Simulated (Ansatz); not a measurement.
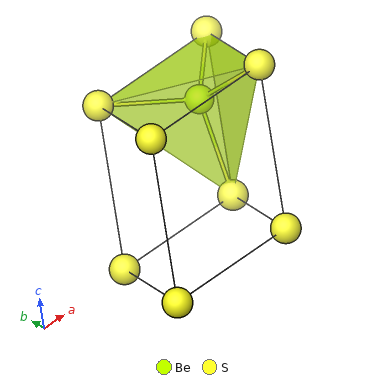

System: BeS, space group F-43m (No. 216) (cell built by us, not taken from a database). The picture shows the cell.

Input of the run:
```
crystal:
  lattice:
    - [0.0, 2.4380676598, 2.4380676598]
    - [2.4380676598, 0.0, 2.4380676598]
    - [2.4380676598, 2.4380676598, 0.0]
  atoms:
    - { symbol: Be, position: [0.75, 0.75, 0.75] }
    - { symbol: S, position: [0.0, 0.0, 0.0] }
basis:
  ecutwfc: 420
kpoints:
  mp_grid: { grid: [8, 8, 8] }
hamiltonian:
  xc: pbe
scf:
  occupations: { method: fixed }
output:
  forces: true
  stress: true
  eigenvalues: true
  polarization: {}
elastic:
  mode: relaxed_ion
  stencil: two_point
```

Command:
```bash
ansatz run input.yaml --threads 1 --pin off --max-ram 2048MiB --backend cpu --events-out ev --progress --plain --runs-dir out
```

Computed with Ansatz 0.2.0: elastic stress-strain coefficients at zero temperature from small strains of the given cell, Voigt order xx yy zz yz xz xy, Cartesian axes of the cell vectors; plane waves with PAW datasets, Γ-centred k mesh. Level: PBE, no spin polarisation.

- wave cutoff: 420 eV
- k mesh: 8×8×8
- occupations: fixed
- ions: relaxed
- strain amplitude: 0.002

Describe the result: the sound velocities against the direction of travel in the xy and xz planes, from the elastic constants and the density.

Along x the longitudinal wave runs at 8.18 km/s and the transverse ones at 5.92 and 5.92 km/s, the same along y and z; along x + y they run at 9.02, 5.92 and 4.53 km/s (density 2.35 g/cm³). Over all directions E runs from 124 to 191 GPa, a ratio of 1.54. E is 124 GPa along x, y and z alike, and 191 GPa along the body diagonal x + y + z. The Hill averages are K = 93 GPa and G = 66 GPa, Poisson's ratio 0.21; K/G = 1.40.

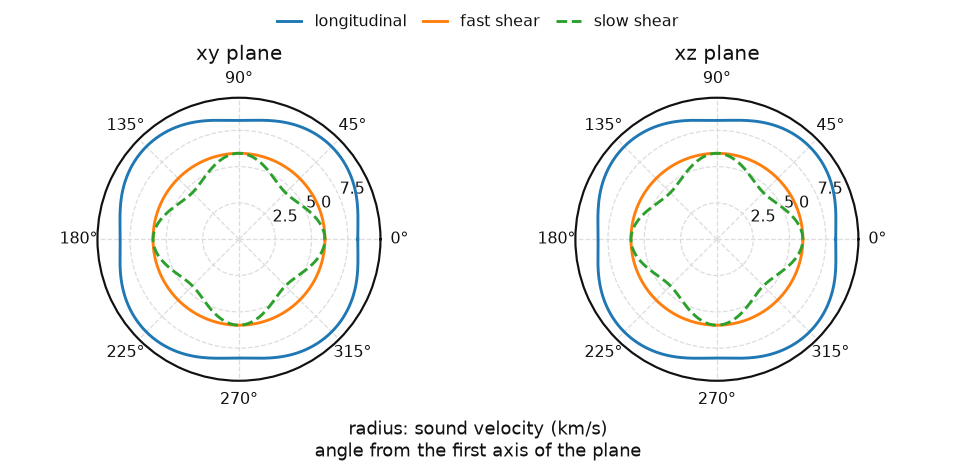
